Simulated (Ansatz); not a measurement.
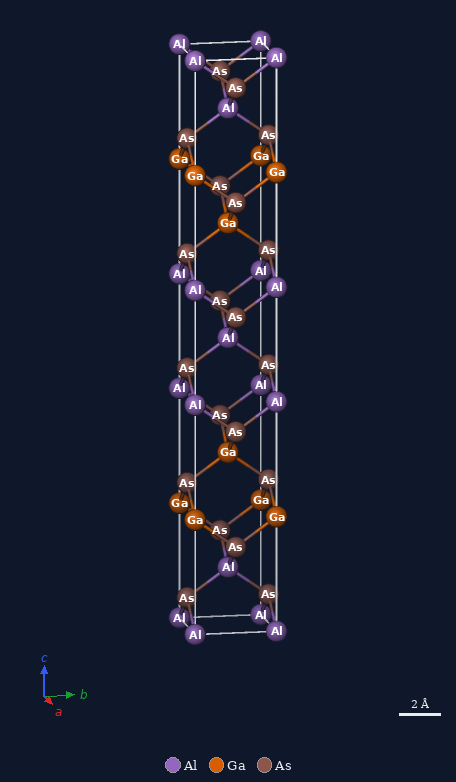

The structure as given in the input (ball-and-stick view of the cell 2 times as large as that of the calculation, set on its symmetry axes, seen slightly off an axis). An atom can appear more than once, as a periodic image. Near neighbours in the periodic cell (some may lie outside the picture): Al has 4 As at 2.48 Å; Ga has 4 As at 2.49 Å; As has 2 Al at 2.48 Å and 2 Ga at 2.49 Å; As has 4 Ga at 2.49 Å; As has 4 Al at 2.48 Å.

## Al₃Ga₂As₅: band-structure calculation

System: Al₃Ga₂As₅ (I-4m2, 10 atoms in the cell).
Method: DFT PBE, scalar-relativistic, plane waves, PAW, no spin polarisation (Ansatz 0.2.0).

The structure was made by a generator, so it may or may not be a known phase. Figures and captions count atoms from 1; the log counts them from 0 in places.

### Log
```
basis.fft_grid_basis auto: the FFT boxes are laid along the combinations [[1, -1, 0], [0, 1, 0], [1, 0, 1]] of the cell's own vectors, 5.735, 14.623 and 4.055 Å long. The dense box has 40×100×30 points. Along the cell's own vectors, as sized, it would have 100×100×100, 8.33 times as many. Of the 8 symmetry operations that the crystal satisfies within crystal.symmetry.tolerance (time reversal apart; of a slab, those that keep its plane) the dense box along the cell's own vectors carries 8, and the one as laid loses 7 of those. basis.fft_grid_basis: typed keeps the cell's own vectors: state it where this run's energies or levels are differenced outside the engine with another run's, or held beside a run that keeps those vectors. Those combinations have planes normal to reciprocal vector 3, as the cell's own vectors have. Each planar average written beside output.write_density, output.write_potential has a row for each plane of the box: 30. The volumetric files lie along those combinations, not along the cell's own vectors: a cube or XSF file states them, and fields.json those of NumPy files.
scf.n_extra_bands = 25 over 55 filled bands (N_el = 110.0): the run solves 80 bands
Engine: ansatz 0.2.0, aarch64-unknown-linux-gnu
Pseudopotentials: kind: paw
Pseudopotential: Al, paw, valence charge 3, recommended cutoff 420 eV (normal), Al.paw.azcp
Pseudopotential: Ga, paw, valence charge 13, recommended cutoff 420 eV (normal), Ga.paw.azcp
Pseudopotential: As, paw, valence charge 15, recommended cutoff 420 eV (normal), As.paw.azcp
Functional definition: PBE
  parameter kappa = 0.804
  parameter beta = 0.06672455060314922
  exchange = pbe_x(kappa = kappa, mu = beta*pi^2/3)
  correlation = pbe_c(beta = beta)
Crystal: 10 atoms, lattice volume = 235.803 Å³
Basis set: ecut = 420 eV, 4643 PW (Γ), FFT grids on a1−a2, a2, a1+a3, exchange–correlation on 80×200×60 points (8 copies of the dense FFT grid, shifted against one another)
Bands: 80, of which v1, the nominal top of the filled ones, is band 55 counted from 1 (54 counted from 0)
Symmetry: 8 space group operations
Space group: I-4m2 (ITA 119), of the structure as read, at distance tolerance 6.2e-5 Å
k-points: 102 of 1000 (time reversal used)
Non-local potential: Al, projectors of the file, l = 0: 2, l = 1: 2, l = 2: 1
Non-local potential: Ga, projectors of the file, l = 0: 2, l = 1: 2, l = 2: 3, l = 3: 1
Non-local potential: As, projectors of the file, l = 0: 2, l = 1: 2, l = 2: 3, l = 3: 1
PAW form: soft (Blöchl's): semilocal exchange-correlation on the pseudo side does not see the compensation charge
PAW one-centre angular grid: Al, 110 points (default); XC on 64 Gauss nodes
PAW one-centre angular grid: Ga, 590 points (default); XC on 64 Gauss nodes
PAW one-centre angular grid: As, 590 points (default); XC on 64 Gauss nodes
Initial density: superposition of atomic densities (neutral atoms: chi_scale 0, normalization atom), corrected by the library's trained network
Initial wavefunctions: pseudopotential atomic-orbital guess
Functional: x = pbe(κ = 0.804, μ = 0.2195149727645171), c = pbe(β = 0.06672455060314922)
SCF iter   1: F=—  HF=-33463.556933 eV  |F-HF|=—  |Δ(HF+E_count)|=         —  Δρ=1.83e-3  dr2=1.62e-2  ethr=1.77e-3  ⟨swp⟩=6.0  Hψ=32846  notcnv=0  defer=397
preconditioner: auto → Resta (q_TF=auto, 2.403 Å⁻¹)  ε∞=2.8  [insulator: Δε(μ)=1.033 eV  Ē_g=13.783 eV  σ=0.020 eV  W_gap=1.00  n_scr=62 (ndim 8)  ℏωp=18.7 eV  f_vac=0.037  D(μ)=0.00/eV (n_scr^D=0)  ε∞_Penn≈2.8]
SCF iter   2: F=—  HF=-33463.551459 eV  |F-HF|=—  |Δ(HF+E_count)|=   5.47e-3  Δρ=9.04e-4  dr2=3.32e-3  ethr=1.47e-5  ⟨swp⟩=2.0  Hψ=13054  notcnv=0  defer=1939
SCF iter   3: F=—  HF=-33463.551295 eV  |F-HF|=—  |Δ(HF+E_count)|=   1.64e-4  Δρ=4.43e-4  dr2=7.26e-4  ethr=3.02e-6  ⟨swp⟩=2.0  Hψ=9789  notcnv=0  defer=1939
SCF iter   4: F=—  HF=-33463.551129 eV  |F-HF|=—  |Δ(HF+E_count)|=   1.66e-4  Δρ=1.57e-4  dr2=9.05e-5  ethr=6.60e-7  ⟨swp⟩=2.0  Hψ=9281  notcnv=0  defer=1939
SCF iter   5: F=—  HF=-33463.551303 eV  |F-HF|=—  |Δ(HF+E_count)|=   1.74e-4  Δρ=4.10e-5  dr2=4.58e-6  ethr=8.22e-8  ⟨swp⟩=2.9  Hψ=11699  notcnv=0  defer=1939
SCF iter   6: F=—  HF=-33463.551311 eV  |F-HF|=—  |Δ(HF+E_count)|=   8.01e-6  Δρ=1.81e-5  dr2=1.35e-6  ethr=4.16e-9  ⟨swp⟩=2.0  Hψ=11831  notcnv=0  defer=1939
SCF iter   7: F=—  HF=-33463.551310 eV  |F-HF|=—  |Δ(HF+E_count)|=   8.38e-7  Δρ=6.66e-6  dr2=1.22e-7  ethr=1.23e-9  ⟨swp⟩=2.0  Hψ=11831  notcnv=0  defer=1939
SCF iter   8: F=-33463.551311 eV  HF=-33463.551311 eV  |F-HF|=1.06e-7  |Δ(HF+E_count)|=   2.85e-7  Δρ=3.27e-6  dr2=9.59e-8  ethr=9.09e-11  ⟨swp⟩=14.3  Hψ=56687  notcnv=0
SCF 1 converged in 8 iterations: F = -33463.551311 eV  dr2 = 9.59e-8
  greatest PAW one-centre occupation: 0.999 electrons in one spin orbital (limit 2), on the As atom at site 6 (counted from 0), in its partial waves of l = 2
NSCF: frozen V_eff on 130 k-points
NSCF: frozen V_eff on 288 k-points
SCF converged after 8 iterations
Free energy (F): -33463.551311 eV
Harris-Foulkes:  -33463.551311 eV  (|F-HF|=1.06e-7)
Internal energy: -33463.551311 eV  (E = F + TS)
E sigma→0 (E₀):  -33463.551311 eV
Fermi energy:    7.148563 eV
--- Per-component energies (eV) ---
  E_band       = -1486.215135
  E_kinetic    = 813.651537
  E_local      = -16549.901410  (includes V_loc(G=0)·N_el)
  E_nonlocal   = -2471.426297
  E_hartree    = 8497.824448
  E_xc         = -651.496060
  E_vxc        = -596.656908  (∫ρ·V_xc dr)
  E_paw        = -14558.232169  (= ΣΔE_a)
  E_vpaw       = 322.489589  (= ΣTr[D̂ρ^β])
  E_aug_tail   = -0.000213  (compensation charges beyond the density's cutoff)
  E_ewald      = -8543.971147
  E_smearing   = -0.000000  (= −TS)
  E_closure    = -0.000000  (closes the sum)
  Σ components = -33463.551311   (vs F -33463.551311, Δ=0.00e0)
--- Forces (eV/Å), atoms counted from 1 ---
  atom   1  Al     0.00000000     0.00000000     0.00000000
  atom   2  Al     0.00000000     0.00000000     0.00079742
  atom   3  Al     0.00000000     0.00000000    -0.00079742
  atom   4  Ga     0.00000000     0.00000000     0.00013021
  atom   5  Ga     0.00000000     0.00000000    -0.00013021
  atom   6  As    -0.00000000     0.00000000     0.00191101
  atom   7  As     0.00000000    -0.00000000     0.00000000
  atom   8  As     0.00000000     0.00000000    -0.00191101
  atom   9  As    -0.00000000     0.00000000     0.00030391
  atom  10  As    -0.00000000     0.00000000    -0.00030391
  max |Σ_I F_I| component: 2.52e-17 eV/Å
--- Stress (GPa, compression-positive) ---
        0.020148       0.000000      -0.000000
        0.000000       0.020148       0.000000
       -0.000000      -0.000000      -0.027833
  P = ⅓ Tr σ = 0.0042 GPa (0.042 kbar)
--- Band table (eV; the first three rows and the last of 102) ---
  k-point 0: bands = ["-28.2176", "-28.2162", "-28.2162", "-28.2088", "-28.2088", "-28.0795", "-28.0795", "-28.0788", "-28.0788", "-28.0581", "-28.0581", "-28.0545", "-28.0545", "-28.0481", "-28.0481", "-27.9459", "-27.9455", "-27.9453", "-27.9453", "-27.9445", "-27.9445", "-27.9368", "-27.9366", "-27.9358", "-27.9354", "-7.9255", "-7.8779", "-7.8417", "-7.8417", "-7.8206", "-7.8206", "-7.7992", "-7.7887", "-7.7817", "-7.7764", "-5.3810", "-4.8381", "-4.7997", "-3.6899", "-3.5727", "0.9651", "1.5449", "3.6890", "3.9298", "4.4702", "4.4702", "4.5181", "4.5181", "5.5230", "5.5230", "5.5545", "5.5545", "6.6023", "6.6271", "6.6271", "7.6697", "8.1072", "8.4172", "8.8693", "8.9909", "9.3622", "9.4328", "10.1551", "10.2018", "10.6377", "10.6377", "10.6425", "12.3957", "12.3957", "12.5173", "12.5173", "13.4917", "13.5999", "14.7854", "15.4107", "15.4107", "15.5922", "15.7603", "15.7603", "15.9785"]
  k-point 1: bands = ["-28.2174", "-28.2162", "-28.2162", "-28.2088", "-28.2087", "-28.0796", "-28.0796", "-28.0787", "-28.0787", "-28.0581", "-28.0581", "-28.0546", "-28.0546", "-28.0480", "-28.0480", "-27.9457", "-27.9454", "-27.9453", "-27.9452", "-27.9446", "-27.9445", "-27.9368", "-27.9366", "-27.9358", "-27.9355", "-7.9229", "-7.8755", "-7.8490", "-7.8403", "-7.8238", "-7.8224", "-7.7966", "-7.7878", "-7.7826", "-7.7780", "-5.2444", "-4.7246", "-4.6860", "-3.6476", "-3.5294", "0.9372", "1.5367", "3.1928", "3.4007", "4.0895", "4.1163", "4.3648", "4.4136", "5.0824", "5.1325", "5.3514", "5.8774", "5.9559", "6.2495", "6.2615", "8.8012", "8.8244", "9.1188", "9.4563", "9.6526", "9.9214", "10.0867", "10.1573", "10.1864", "10.2637", "11.1853", "11.1930", "12.0701", "12.1316", "12.1984", "12.2392", "13.7110", "13.8637", "14.0682", "14.2205", "14.6324", "15.4507", "15.5589", "15.6168", "16.0302"]
  k-point 2: bands = ["-28.2170", "-28.2163", "-28.2163", "-28.2089", "-28.2085", "-28.0797", "-28.0796", "-28.0784", "-28.0784", "-28.0582", "-28.0582", "-28.0546", "-28.0546", "-28.0477", "-28.0477", "-27.9455", "-27.9452", "-27.9451", "-27.9449", "-27.9449", "-27.9445", "-27.9366", "-27.9364", "-27.9359", "-27.9357", "-7.9201", "-7.8715", "-7.8643", "-7.8352", "-7.8281", "-7.8244", "-7.7914", "-7.7878", "-7.7835", "-7.7820", "-4.8513", "-4.4045", "-4.3664", "-3.5452", "-3.4275", "0.8380", "1.4757", "2.3547", "2.5748", "3.4674", "3.4733", "3.8241", "4.3185", "4.3564", "4.3640", "4.3909", "5.5383", "5.5498", "6.0019", "6.0185", "9.1919", "9.6726", "9.7849", "10.2890", "10.3099", "10.7198", "10.9463", "11.1945", "11.5250", "11.5858", "11.6872", "11.6967", "11.7743", "11.7957", "12.2944", "12.3055", "12.4621", "12.4786", "13.4041", "14.0579", "14.3987", "14.7447", "14.8135", "15.5689", "15.7777"]
  k-point 101: bands = ["-28.2176", "-28.2162", "-28.2162", "-28.2088", "-28.2088", "-28.0795", "-28.0795", "-28.0788", "-28.0788", "-28.0581", "-28.0581", "-28.0545", "-28.0545", "-28.0481", "-28.0481", "-27.9459", "-27.9455", "-27.9453", "-27.9453", "-27.9445", "-27.9445", "-27.9368", "-27.9366", "-27.9358", "-27.9354", "-7.9255", "-7.8779", "-7.8417", "-7.8417", "-7.8206", "-7.8206", "-7.7992", "-7.7887", "-7.7817", "-7.7764", "-5.3208", "-5.1235", "-4.2813", "-4.2203", "-3.3213", "0.7132", "2.3684", "2.4793", "4.3501", "4.3501", "4.8870", "4.8870", "4.9325", "4.9325", "5.1384", "5.5886", "6.1307", "6.1307", "6.3703", "6.3703", "8.0761", "8.5099", "8.5747", "8.7492", "8.8729", "9.2487", "9.7430", "9.7687", "10.2083", "10.2206", "11.1100", "11.1100", "11.2765", "11.2765", "13.9323", "13.9323", "14.0402", "14.0402", "14.2585", "14.4623", "14.6961", "14.9381", "15.4304", "15.6044", "15.7714"]
--- Löwdin populations: 10 sites ---
  site symbol       q [e]
     0     Al      2.6098
     1     Al      2.6168
     2     Al      2.6168
     3     Ga     12.9351
     4     Ga     12.9351
     5     As     15.1796
     6     As     15.0145
     7     As     15.1796
     8     As     15.3396
     9     As     15.3396
  spilling = 0.002123 (of n_electrons = 110.000000)
--- Bader charges: 10 sites ---
  site symbol  charge [e]  shift [e]
     0     Al      1.9450     0.0013
     1     Al      1.9438     0.0012
     2     Al      1.9438     0.0012
     3     Ga      0.6822     0.0000
     4     Ga      0.6822     0.0000
     5     As     -1.3174     0.0005
     6     As     -0.6745     0.0000
     7     As     -1.3174     0.0005
     8     As     -1.9438     0.0013
     9     As     -1.9438     0.0013
  estimated error of the sums over rays = 3.8e-4 e
```

### File populations.tsv
```
# site	symbol	l	j	q
# orbitals = lowdin
# n_electrons = 110.000000
# spilling = 0.002123
0	Al	0_3S	-	0.902788
0	Al	1_3P	-	1.707016
1	Al	0_3S	-	0.905830
1	Al	1_3P	-	1.710972
2	Al	0_3S	-	0.905830
2	Al	1_3P	-	1.710972
3	Ga	0_4S	-	1.144889
3	Ga	1_4P	-	1.801304
3	Ga	2_3D	-	9.988878
4	Ga	0_4S	-	1.144889
4	Ga	1_4P	-	1.801304
4	Ga	2_3D	-	9.988878
5	As	0_4S	-	1.481167
5	As	1_4P	-	3.701495
5	As	2_3D	-	9.996929
6	As	0_4S	-	1.486444
6	As	1_4P	-	3.530860
6	As	2_3D	-	9.997205
7	As	0_4S	-	1.481167
7	As	1_4P	-	3.701495
7	As	2_3D	-	9.996929
8	As	0_4S	-	1.476040
8	As	1_4P	-	3.866921
8	As	2_3D	-	9.996643
9	As	0_4S	-	1.476040
9	As	1_4P	-	3.866921
9	As	2_3D	-	9.996643
```

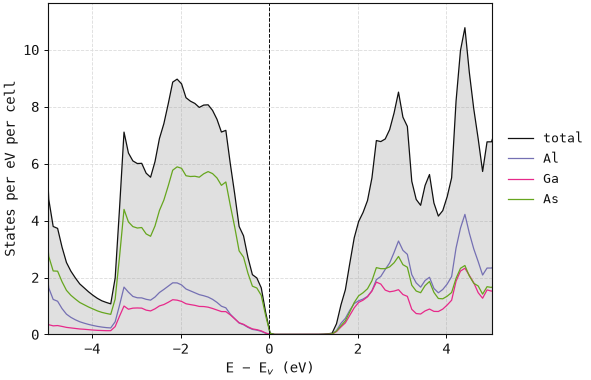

Density of states (projected on Löwdin-orthogonalised atomic shells), with energies from the valence-band top. There is a gap of 1.04 eV on the k-point mesh.

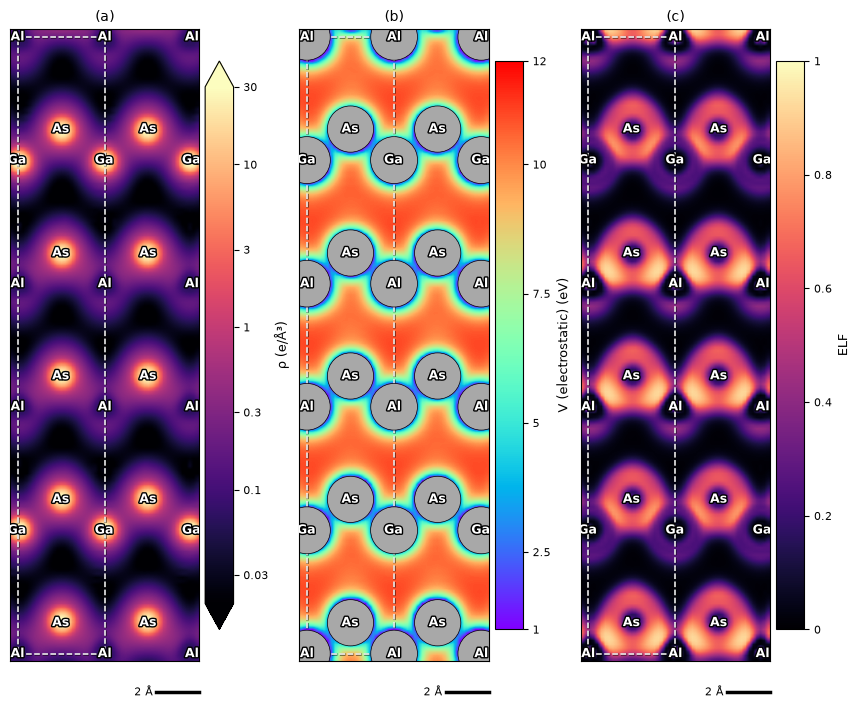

(a) valence pseudo-density; (b) electrostatic potential energy of an electron; (c) ELF on the (010) plane of the conventional cell. Grey discs, where drawn, cover atomic cores. Al–As (2.48 Å): ρ at the midpoint is about 0.46 e/Å³; the ELF peaks at about 0.90 between the atoms (localised, shared-pair bonding). Ga–As (2.49 Å): the density is about 0.47 e/Å³ at the midpoint; the ELF peaks at about 0.80 between the atoms (localised, shared-pair bonding). Away from the nuclei the density in this plane falls to 0.004 e/Å³ at its lowest. Outside the cores the potential energy rises away from the atoms and is highest about 2.4 Å from the nearest atoms; outside the discs it spans about 10 eV, and its zero is arbitrary. Core electrons are frozen (PAW), so the fields are smoothed inside the atomic spheres.

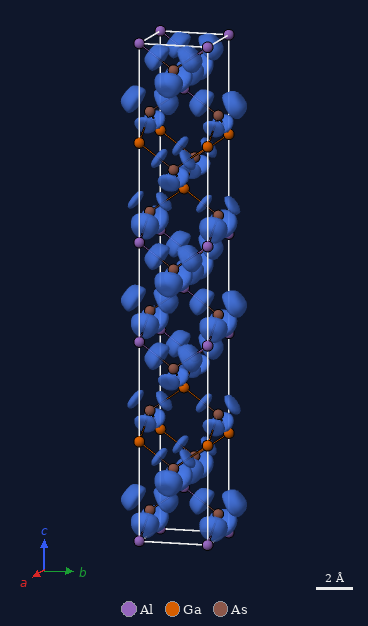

Isosurface of the electron localisation function at 0.7 (blue), seen slightly off an axis. Core shells and regions of very low density are left out. Sticks mark near contacts. The outline is the cell set on symmetry axes. Values along the shortest contacts:

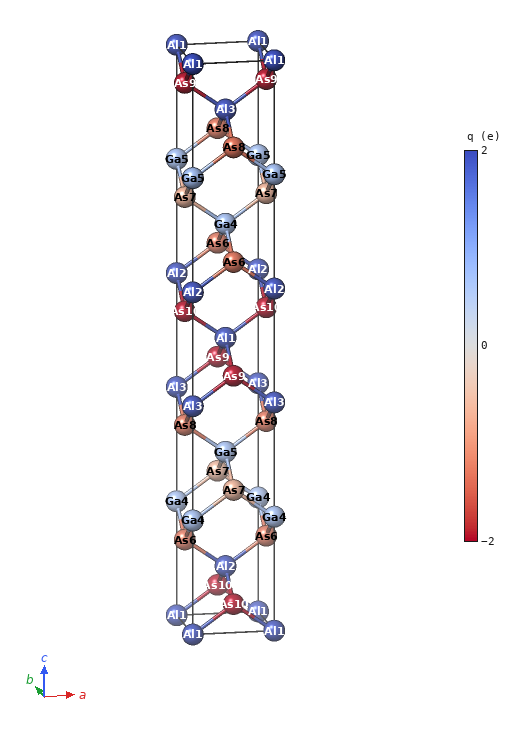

Bader charges, as the colour of each atom (ball-and-stick view of the cell 2 times as large as that of the calculation, set on its symmetry axes, seen slightly off an axis; atoms are numbered from 1 in the order of the input). By element: Al +1.94 to +1.95, Ga +0.68 and As −1.94 to −0.67 e.

The run was set up as follows.

### Input
```yaml
crystal:
  lattice:
    - [-2.027622, 2.027622, 14.3388692]
    - [2.027622, -2.027622, 14.3388692]
    - [2.027622, 2.027622, -14.3388692]
  atoms:
    - { symbol: Al, position: [0.0, 0.0, 0.0] }
    - { symbol: Al, position: [0.599806, 0.599806, 0.0] }
    - { symbol: Al, position: [0.400194, 0.400194, 0.0] }
    - { symbol: Ga, position: [0.19987, 0.19987, 0.0] }
    - { symbol: Ga, position: [0.80013, 0.80013, 0.0] }
    - { symbol: As, position: [0.649533, 0.149533, 0.5] }
    - { symbol: As, position: [0.25, 0.75, 0.5] }
    - { symbol: As, position: [0.850467, 0.350467, 0.5] }
    - { symbol: As, position: [0.450091, 0.950091, 0.5] }
    - { symbol: As, position: [0.049909, 0.549909, 0.5] }
basis:
  ecutwfc: 420
kpoints:
  mp_grid: { grid: [10, 10, 10] }
  band_path:
    path:
      - [[0.0, 0.0, 0.0], [0.0, 0.0, 0.5], [0.25, 0.25, 0.25], [0.0, 0.5, 0.0], [0.0, 0.0, 0.0], [0.5, 0.5, -0.5], [0.25499901, 0.74500099, -0.25499901]]
      - [[-0.25499901, 0.25499901, 0.25499901], [0.0, 0.0, 0.0]]
      - [[0.0, 0.0, 0.5], [-0.00999802, 0.00999802, 0.5]]
      - [[0.5, 0.5, -0.00999802], [0.5, 0.5, -0.5]]
    npoints: 14
hamiltonian:
  xc: pbe
scf:
  occupations: { method: gaussian, width: 0.02 }
  n_extra_bands: 25
output:
  forces: true
  stress: true
  eigenvalues: true
  populations: true
  dos: { projected: true, de: 0.02, nscf_kmesh: { grid: [15, 15, 15] } }
  bader: true
  write_density: true
  write_potential: true
  elf: true
  volumetric_format: npy
```

Launch command:
```bash
ansatz run input.yaml --threads 4 --pin off --max-ram 8192MiB --backend cpu --events-out ev --progress --plain --runs-dir out
```

### Results in brief

```json
{"quantity": "outcome", "value": "converged"}
{"quantity": "space group (tolerance 0.01 Å)", "value": "I-4m2 (119)"}
{"quantity": "electrons treated", "value": "110"}
{"quantity": "free energy", "value": "−33463.5513 eV"}
{"quantity": "Fermi energy", "value": "7.149 eV"}
{"quantity": "gap on the k-point mesh", "value": "1.04 eV"}
{"quantity": "gap on the band path", "value": "1.04 eV"}
{"quantity": "pressure", "value": "0.00 GPa"}
{"quantity": "largest force (length of the vector)", "value": "0.002 eV/Å"}
{"quantity": "hardware", "value": "4 threads of Arm Neoverse V2, 240 GiB of memory available, shared host"}
{"quantity": "wall time", "value": "5.3 min (CPU time 21 min)"}
{"quantity": "peak memory", "value": "3.2 GiB"}
```
